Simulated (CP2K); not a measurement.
## Geometry relaxation of BaTiO3 (part 1 of 4)

System: BaTiO3 (P4mm, 5 atoms in the cell).
Method: DFT, PBE, Gaussian and plane waves, basis SZV-MOLOPT-SR-GTH, GTH potentials (CP2K 2026.2).

The structure derives from an entry of the Crystallography Open Database. The geometry comes from this level: r2SCAN.

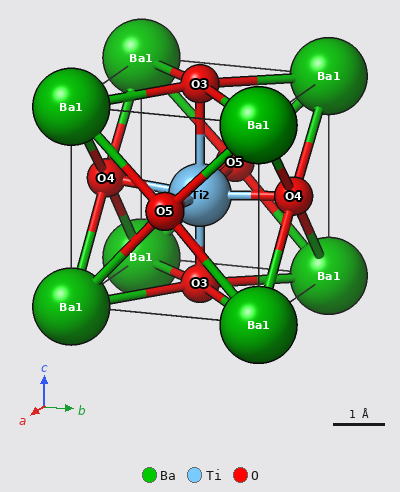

**Figure 1.** The input geometry (ball-and-stick view of the cell of the calculation, seen slightly off an axis; atoms are numbered from 1 in the order of the input).

## Results in brief

```tsv
quantity	value
outcome	converged
space group (tolerance 0.01 Å)	P4mm (99)
free energy	−3587.4142 eV
pressure	0.00 GPa
final volume	73.91 Å³
largest force (length of the vector) at the end	0.004 eV/Å
final cell	a = 4.023 Å, b = 4.023 Å, c = 4.566 Å, α = 90.00°, β = 90.00°, γ = 90.00°
hardware	2 threads of Intel Xeon @ 2.50GHz (Skylake/Cascade Lake), 189 GiB of memory available, shared host
wall time	14 min (CPU time 20 min)
peak memory	0.32 GiB
```

## Input file
```
&GLOBAL
 PROJECT run
 RUN_TYPE CELL_OPT
 PRINT_LEVEL LOW
&END GLOBAL
&MOTION
 &CELL_OPT
  OPTIMIZER BFGS
  KEEP_SPACE_GROUP T
  KEEP_SYMMETRY F
  EXTERNAL_PRESSURE [bar] 0.0
  PRESSURE_TOLERANCE [bar] 300
  MAX_FORCE 3e-4
  MAX_ITER 30
 &END CELL_OPT
 &PRINT
  &CELL
  &END CELL
  &FORCES
  &END FORCES
  &STRESS
  &END STRESS
 &END PRINT
&END MOTION
&FORCE_EVAL
 METHOD QS
 STRESS_TENSOR ANALYTICAL
 &DFT
  BASIS_SET_FILE_NAME BASIS_MOLOPT
  POTENTIAL_FILE_NAME GTH_POTENTIALS
  &QS
   EXTRAPOLATION USE_GUESS
  &END QS
  &MGRID
   CUTOFF 400
   REL_CUTOFF 50
  &END MGRID
  &XC
   &XC_FUNCTIONAL PBE
   &END XC_FUNCTIONAL
  &END XC
  &KPOINTS
   SCHEME MONKHORST-PACK 5 5 5
   SYMMETRY F
   FULL_GRID F
  &END KPOINTS
  &SCF
   ADDED_MOS 11
   EPS_SCF 1e-6
   MAX_SCF 80
   &DIAGONALIZATION
   &END DIAGONALIZATION
   &MIXING
    METHOD BROYDEN_MIXING
    ALPHA 0.3
   &END MIXING
   &SMEAR
    METHOD FERMI_DIRAC
    ELECTRONIC_TEMPERATURE [K] 232
   &END SMEAR
   &PRINT
    &ITERATION_INFO
    &END ITERATION_INFO
   &END PRINT
  &END SCF
 &END DFT
 &SUBSYS
  &CELL
   A 3.97236517 0.00000000 0.00000000
   B 0.00000000 3.97236517 0.00000000
   C -0.00000000 0.00000000 4.11222855
  &END CELL
  &COORD
   SCALED
   Ba 0.00000000 0.00000000 -0.00435761
   Ti 0.50000000 0.50000000 0.47752581
   O 0.50000000 0.50000000 0.03454504
   O 0.50000000 0.00000000 0.51764338
   O 0.00000000 0.50000000 0.51764338
  &END COORD
  &KIND Ba
   BASIS_SET SZV-MOLOPT-SR-GTH
   POTENTIAL GTH-PBE
  &END KIND
  &KIND Ti
   BASIS_SET SZV-MOLOPT-SR-GTH
   POTENTIAL GTH-PBE
  &END KIND
  &KIND O
   BASIS_SET SZV-MOLOPT-SR-GTH
   POTENTIAL GTH-PBE
  &END KIND
 &END SUBSYS
 &PRINT
  &STRESS_TENSOR
  &END STRESS_TENSOR
  &FORCES
  &END FORCES
 &END PRINT
&END FORCE_EVAL
```

Command:
```bash
cp2k.psmp -i run.inp
```

## Log
```
CP2K| version string:                                       CP2K version 2026.2
 CP2K|            td4 dftd4_v4_2 s_dftd3 mctc-lib tblite sirius libvori libbqb l
 CP2K|            libvdwxc hdf5 trexio greenx
 CP2K| Input file name                                                   run.inp

 GLOBAL| Force Environment number                                              1
 GLOBAL| Cholesky decomposition library                                ScaLAPACK
 GLOBAL| Direct generalized diagonalization requested                          F
 GLOBAL| Matrix multiplication library                                 ScaLAPACK

 GENERATE|  Preliminary Number of Bonds generated:                             0
 GENERATE|  Achieved consistency in connectivity generation.

 *******************************************************************************
 *******************************************************************************
 **                                                                           **
 **     #####                         ##              ##                      **
 **    ##   ##            ##          ##              ##                      **
 **   ##     ##                       ##            ######                    **
 **   ##     ##  ##   ##  ##   #####  ##  ##   ####   ##    #####    #####    **
 **   ##     ##  ##   ##  ##  ##      ## ##   ##      ##   ##   ##  ##   ##   **
 **   ##  ## ##  ##   ##  ##  ##      ####     ###    ##   ######   ######    **
 **    ##  ###   ##   ##  ##  ##      ## ##      ##   ##   ##       ##        **
 **     #######   #####   ##   #####  ##  ##  ####    ##    #####   ##        **
 **           ##                                                    ##        **
 **                                                                           **
 **                                                ... make the atoms dance   **
 **                                                                           **
 **                      J. Chem. Phys. 152, 194103 (2020)                    **
 **                                                                           **
 *******************************************************************************

 *** available. The full set of unoccupied MOs will be used. Use           ***
 *** 'ADDED_MOS -1' to always use all available MOs and to get rid of this ***
 *** warning.                                                              ***

 TOTAL NUMBERS AND MAXIMUM NUMBERS

  Total number of            - Atomic kinds:                                   3
                             - Atoms:                                          5
                             - Shell sets:                                     5
                             - Shells:                                        13
                             - Primitive Cartesian functions:                 27
                             - Cartesian basis functions:                     28
                             - Spherical basis functions:                     27

  Maximum angular momentum of- Orbital basis functions:                        2
                             - Local part of the GTH pseudopotential:          2
                             - Non-local part of the GTH pseudopotential:      3

 SCF PARAMETERS         Density guess:                                    ATOMIC
                        --------------------------------------------------------
                        max_scf:                                              80
                        max_scf_history:                                       0
                        max_diis:                                              4
                        --------------------------------------------------------
                        eps_scf:                                        1.00E-06
                        eps_scf_history:                                0.00E+00
                        eps_diis:                                       1.00E-01
                        eps_eigval:                                     1.00E-05
                        --------------------------------------------------------
                        level_shift [a.u.]:                             0.000000
                        added MOs                                         7    0
                        --------------------------------------------------------
                        Mixing method:                            BROYDEN_MIXING
                                                charge density mixing in g-space
                        --------------------------------------------------------
                        Smear method:                                FERMI_DIRAC
                        Electronic temperature [K]:                        232.0
                        Electronic temperature [a.u.]:                  7.35E-04
                        Accuracy threshold:                             1.00E-10
                        --------------------------------------------------------
                        No outer SCF

 CELL_OPT| Pressure tolerance [bar]:                                       300.0
 CELL_OPT| Keep volume of cell:                                               NO
 CELL_OPT| Keep angles between the cell vectors:                              NO
 CELL_OPT| Keep cell symmetry:                                                NO
 CELL_OPT| Constraint:                                                      NONE

 BFGS| Use rational function optimization for step estimation:                NO
 BFGS| Use model Hessian for initial guess:                                   NO
 BFGS| Restart Hessian:                                                       NO
 BFGS| Trust radius:                                                       0.472

 -------------------------------------------------------------------------------
 ----                   SPACE GROUP SYMMETRY INFORMATION                    ----
 -------------------------------------------------------------------------------
 SPGR| SPACE GROUP NUMBER:                                                    99
 SPGR| INTERNATIONAL SYMBOL:                                                P4mm
 SPGR| POINT GROUP SYMBOL:                                                   4mm
 SPGR| SCHOENFLIES SYMBOL:                                                 C4v^1
 SPGR| NUMBER OF SYMMETRY OPERATIONS:                                          8
 SPGR| NUMBER OF UNIQUE ROTATIONS:                                             8
 SPGR| NUMBER OF REDUCED SYMMETRY OPERATIONS:                                  8
 SPGR| NUMBER OF PARTICLES AND SYMMETRIZED PARTICLES:                  5       5
 SPGR| NUMBER OF ATOMS AND SYMMETRIZED ATOMS:                          5       5
 SPGR| NUMBER OF SHELLS AND SYMMETRIZED SHELLS:                        0       0

 *******************************************************************************
 ***                     STARTING   CELL   OPTIMIZATION                      ***
 ***                                   BFGS                                  ***
 *******************************************************************************

 CELL| Volume [angstrom^3]:                                            64.889671
 CELL| Vector a [angstrom]:       3.972     0.000     0.000   |a| =     3.972365
 CELL| Vector b [angstrom]:       0.000     3.972     0.000   |b| =     3.972365
 CELL| Vector c [angstrom]:       0.000     0.000     4.112   |c| =     4.112229
 CELL| Angle (b,c), alpha [degree]:                                    90.000000
 CELL| Angle (a,c), beta  [degree]:                                    90.000000
 CELL| Angle (a,b), gamma [degree]:                                    90.000000
 CELL| Numerically orthorhombic:                                             YES
 CELL| Periodicity                                                           XYZ

 Extrapolation method: initial_guess

 Number of electrons:                                                         40
 Number of occupied orbitals:                                                 20
 Number of molecular orbitals:                                                27

 Number of orbital functions:                                                 27
 Number of independent orbital functions:                                     27

 SCF WAVEFUNCTION OPTIMIZATION

  ------------------------------------------------------------------------------
     1 NoMix/Diag. 0.30E+00    2.9     1.94291982      -132.5972994093 -1.33E+02
     2 Broy./Diag. 0.30E+00    3.8     0.31536598      -128.4286451539  4.17E+00
     3 Broy./Diag. 0.30E+00    2.2     0.05387076      -130.0811261190 -1.65E+00
     4 Broy./Diag. 0.30E+00    2.7     0.11693807      -131.5875787776 -1.51E+00
     5 Broy./Diag. 0.30E+00    2.6     0.05599683      -131.9261148948 -3.39E-01
     6 Broy./Diag. 0.30E+00    3.1     0.02856981      -131.9001074436  2.60E-02
     7 Broy./Diag. 0.30E+00    2.3     0.01973902      -131.8337098626  6.64E-02
     8 Broy./Diag. 0.30E+00    2.3     0.00145659      -131.8225899284  1.11E-02
     9 Broy./Diag. 0.30E+00    2.2     0.00007377      -131.8227548349 -1.65E-04
    10 Broy./Diag. 0.30E+00    2.7     0.00011845      -131.8225774844  1.77E-04
    11 Broy./Diag. 0.30E+00    1.5     0.00000978      -131.8226589853 -8.15E-05
    12 Broy./Diag. 0.30E+00    1.5     0.00002428      -131.8223378300  3.21E-04
    13 Broy./Diag. 0.30E+00    1.2     0.00000174      -131.8222320730  1.06E-04
    14 Broy./Diag. 0.30E+00    2.6     0.00000065      -131.8222253954  6.68E-06

  *** SCF run converged in    14 steps ***

  Electronic density on regular grids:        -39.9999999946        0.0000000054
  Core density on regular grids:               39.9999999978       -0.0000000022
  Total charge density on r-space grids:        0.0000000031
  Total charge density g-space grids:           0.0000000031

  Overlap energy of the core charge distribution:               0.00000000000055
  Self energy of the core charge distribution:               -283.71747647941447
  Core Hamiltonian energy:                                     76.73479363161192
  Hartree energy:                                              97.52047538301184
  Exchange-correlation energy:                                -22.36001793061038
  Electronic entropic energy:                                  -0.00000000000000
  Fermi energy:                                                 0.45303916638071

  Total energy:                                              -131.82222539540052
  Total energy (extrapolated to T->0):                       -131.82222539540052

 ENERGY| Total FORCE_EVAL ( QS ) energy [hartree]           -131.822225475410107

 FORCES| Atomic forces [hartree/bohr]
 FORCES|   Atom     x               y               z               |f|
 FORCES|      1  2.96344225E-09  2.96332259E-09  5.36651298E-03   5.36651298E-03
 FORCES|      2  5.11278227E-10  5.10024204E-10  2.10994200E-03   2.10994200E-03
 FORCES|      3  5.02997407E-10  5.11627627E-10  8.20220953E-04   8.20220953E-04
 FORCES|      4  4.25057782E-10  1.37263837E-09 -1.13657888E-03   1.13657888E-03
 FORCES|      5  1.36029468E-09  4.11536079E-10 -1.13657009E-03   1.13657009E-03
 FORCES| Sum     5.76307035E-09  5.76914887E-09  6.02352695E-03
 FORCES| Total atomic force                                       6.02352695E-03

 STRESS| Analytical stress tensor [bar]
 STRESS|                        x                   y                   z
 STRESS|      x        1.48744893349E+05   2.13146483573E-03  -1.64408749234E-03
 STRESS|      y        2.13146483573E-03   1.48744978521E+05  -1.64653378632E-03
 STRESS|      z       -1.64408749234E-03  -1.64653378632E-03   1.59499906513E+05
 STRESS| 1/3 Trace                                             1.52329926127E+05
 STRESS| Determinant                                           3.52894435820E+15

 STRESS| Eigenvectors and eigenvalues of the analytical stress tensor [bar]
 STRESS|                        1                   2                   3
 STRESS| Eigenvalues   1.48744893295E+05   1.48744978574E+05   1.59499906513E+05
 STRESS|      x           0.999687404592      0.025001861948     -0.000000152867
 STRESS|      y          -0.025001861948      0.999687404592     -0.000000153096
 STRESS|      z           0.000000148992      0.000000156870      1.000000000000

 SPGR STRESS| Symmetrized stress tensor [GPa]
 SPGR STRESS|                        x                   y                   z
 SPGR STRESS|      x        1.48744935935E+01   0.00000000000E+00   0.00000000000E+00
 SPGR STRESS|      y        0.00000000000E+00   1.48744935935E+01   2.97076290711E-24
 SPGR STRESS|      z        0.00000000000E+00   2.97076290711E-24   1.59499906513E+01
 SPGR STRESS| 1/3 Trace                                             1.52329926127E+01
 SPGR STRESS| Determinant                                           3.52894435820E+03

 SPGR STRESS| Eigenvectors and eigenvalues of the symmetrized stress tensor [GPa]
 SPGR STRESS|                        1                   2                   3
 SPGR STRESS| Eigenvalues   1.48744935935E+01   1.48744935935E+01   1.59499906513E+01
 SPGR STRESS|      x           1.000000000000      0.000000000000      0.000000000000
 SPGR STRESS|      y           0.000000000000      1.000000000000      0.000000000000
 SPGR STRESS|      z           0.000000000000      0.000000000000      1.000000000000

 OPT| **************************************************************************
 OPT| Step number                                                              0
 OPT| Optimization method                                                   BFGS
 OPT| Total energy [hartree]                                     -131.8222254754
 OPT| Internal pressure [bar]                                  152329.9261273584
 OPT| Used time [s]                                                       38.595
 OPT| **************************************************************************
 OPT| Estimated peak process memory [MiB]                                    285

 --------------------------
 OPTIMIZATION STEP:      1
 --------------------------

 CELL| Volume [angstrom^3]:                                            65.657652
 CELL| Vector a [angstrom]:       3.988     0.000     0.000   |a| =     3.987972
 CELL| Vector b [angstrom]:       0.000     3.988     0.000   |b| =     3.987972
 CELL| Vector c [angstrom]:       0.000     0.000     4.128   |c| =     4.128394
 CELL| Angle (b,c), alpha [degree]:                                    90.000000
 CELL| Angle (a,c), beta  [degree]:                                    90.000000
 CELL| Angle (a,b), gamma [degree]:                                    90.000000
 CELL| Numerically orthorhombic:                                             YES
 CELL| Periodicity                                                           XYZ

 Extrapolation method: initial_guess

 Number of electrons:                                                         40
 Number of occupied orbitals:                                                 20
 Number of molecular orbitals:                                                27

 Number of orbital functions:                                                 27
 Number of independent orbital functions:                                     27

 SCF WAVEFUNCTION OPTIMIZATION
```
